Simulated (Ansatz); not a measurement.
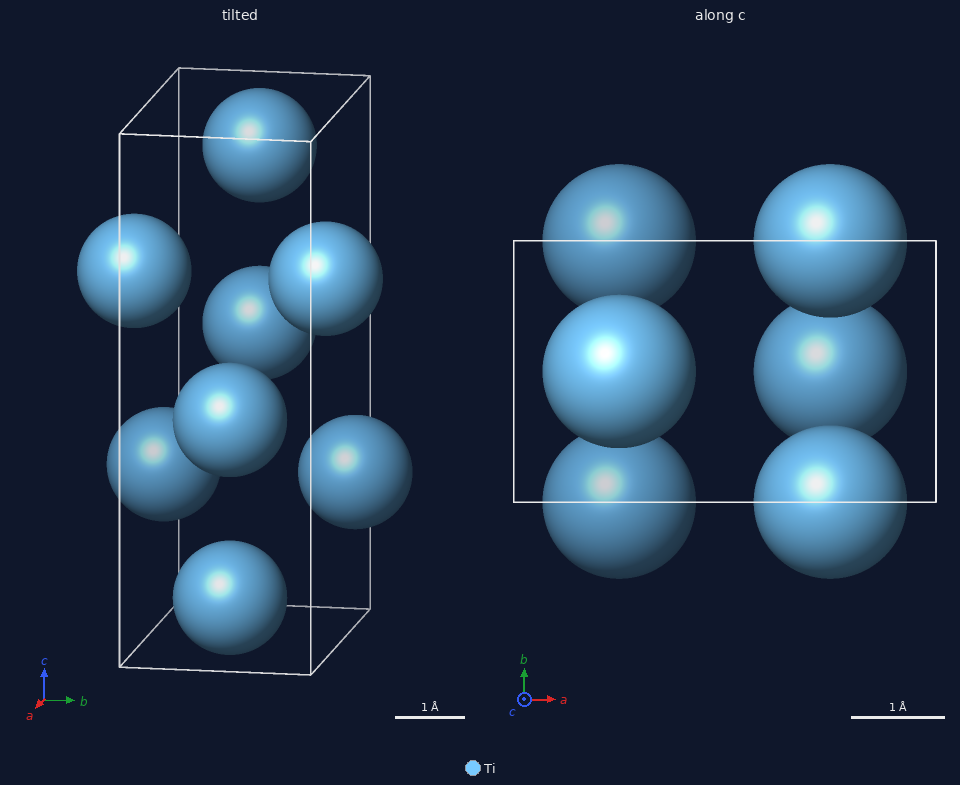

View slightly off an axis and along the c axis, drawn as a spheres-only model. The box is the conventional unit cell; atoms on or close to its faces, edges and corners are drawn wherever they repeat.

Ti, space group Pmma (No. 51), a = 4.57 Å, b = 2.82 Å, c = 7.91 Å, α = 90.00°, β = 90.00°, γ = 90.00°.

All computed values are from DFT r2SCAN, scalar-relativistic, plane waves, PAW (Ansatz 0.2.0). Settings: a basis cut at 500 eV, k-points about 0.14 Å⁻¹ apart, Gaussian smearing of 0.15 eV, no spin polarisation.

> What does the calculation say: metal or gapped?

A metal: bands cross the Fermi level.

> Which way would the volume go on relaxing?

The computed pressure is 4.8 GPa (compressed: it would expand). The stress isn't hydrostatic: its largest component is 8.1 GPa.

The structure was taken from a structure listed in the Materials Project. The cell was then strained or its atoms displaced on purpose. It went into a calculation with Ansatz.

At this level of theory the run's own cell isn't at rest (compressed, at 5 GPa and forces up to 2.7 eV/Å), so its distances can differ from those at equilibrium, the more so the softer the solid.
